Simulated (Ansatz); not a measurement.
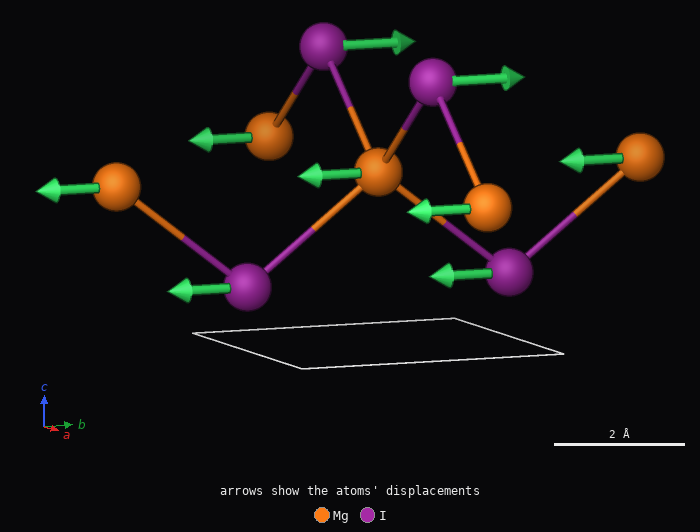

One vibrational mode of a free-standing layer of MgI₂ (a generated structure) at the zone centre. The green arrows give the relative displacements of the atoms. A ball-and-stick model of the cell of the calculation, outlined in the plane, without the vacuum, seen slightly off an axis.

The calculation used DFT PBE, scalar-relativistic, plane waves, PAW (Ansatz).

Input file:
```yaml
crystal:
  lattice:
    - [4.3968709244, 0.0, 0.0]
    - [0.0, 4.3968709244, 0.0]
    - [0.0, 0.0, 29.934518]
  atoms:
    - { symbol: Mg, position: [0.5, 0.5, 0.300656] }
    - { symbol: I, position: [0.0, 0.5, 0.3569144465] }
    - { symbol: I, position: [0.5, 0.0, 0.2443975535] }
  periodic: [true, true, false]
basis:
  ecutwfc: 420
kpoints:
  mp_grid: { grid: [6, 6, 1] }
hamiltonian:
  xc: pbe
scf:
  occupations: { method: fixed }
output:
  eigenvalues: true
phonons:
  method: dfpt
  eigenvectors: true
  qmesh: [3, 3, 1]
  temperatures: { t_max: 1000, t_step: 100 }
  qpath:
    path:
      - [[0.0, 0.0, 0.0], [0.0, 0.5, 0.0], [0.5, 0.5, 0.0], [0.0, 0.0, 0.0], [0.0, 0.0, 0.5], [0.0, 0.5, 0.5], [0.5, 0.5, 0.5], [0.0, 0.0, 0.5]]
      - [[0.0, 0.5, 0.0], [0.0, 0.5, 0.5]]
      - [[0.5, 0.5, 0.0], [0.5, 0.5, 0.5]]
    npoints: 8
```

Command:
```bash
ansatz run input.yaml --threads 1 --pin off --max-ram 3072MiB --backend cpu --events-out ev --progress --plain --runs-dir out
```

Frequencies are those without the non-analytic (LO–TO) term.

Q: What mode is this, and where does it lie in the spectrum?

A: This is the E mode (doubly degenerate; one member of the set is drawn) at 1.16 THz, the lowest optical level, infrared- and Raman-active by symmetry. All motion is along b of the drawn cell; the I–Mg bond lengths don't change to first order, so for these it is a bending, tilting or sliding motion; the kinetic energy is shared as I 93 %, Mg 7 %.
